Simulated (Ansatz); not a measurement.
Structure data:

```
CELL_PARAMETERS angstrom
5.38022 0.00000 0.00000
0.00000 5.38022 0.00000
0.00000 0.00000 5.38022
ATOMIC_POSITIONS crystal
Si 0.25000 0.75000 0.75000
Si 0.25000 0.25000 0.75000
Ni 0.00000 0.00000 0.00000
Si 0.25000 0.25000 0.25000
Si 0.25000 0.75000 0.25000
Ni 0.00000 0.50000 0.50000
Si 0.75000 0.75000 0.25000
Si 0.75000 0.25000 0.25000
Ni 0.50000 0.00000 0.50000
Si 0.75000 0.25000 0.75000
Si 0.75000 0.75000 0.75000
Ni 0.50000 0.50000 0.00000
```

> Before looking at a picture, describe the arrangement of atoms.

Its composition is Si2Ni. Symmetry: Fm-3m (No. 225), face-centred cubic lattice. Structure type: fluorite (CaF₂ type). Counting shared atoms by their share gives 8 Si, 4 Ni, or 12 atoms. Each Si has four Ni in a tetrahedral arrangement at 2.33 Å. The Ni atoms are each bonded to eight Si in a cubic arrangement at 2.33 Å. The bonds build a three-dimensional framework.

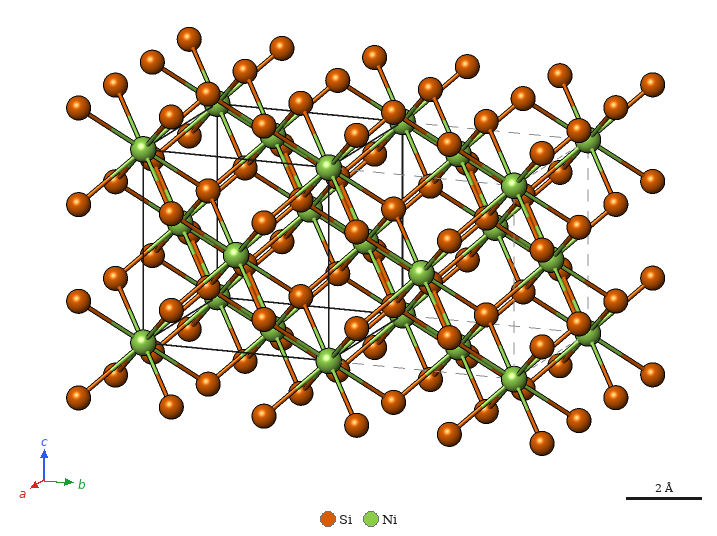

The figure gives a ball-and-stick picture of the atoms, viewed slightly off an axis. The picture spans 1×2×1 cells, one conventional unit cell being drawn with solid lines. Some neighbours outside the box are added.

The starting point was a structure listed in the Materials Project. It was relaxed with DFT PBEsol, scalar-relativistic, plane waves, PAW (Ansatz 0.2.0) under a constraint or pressure on the cell, so some stress remains.
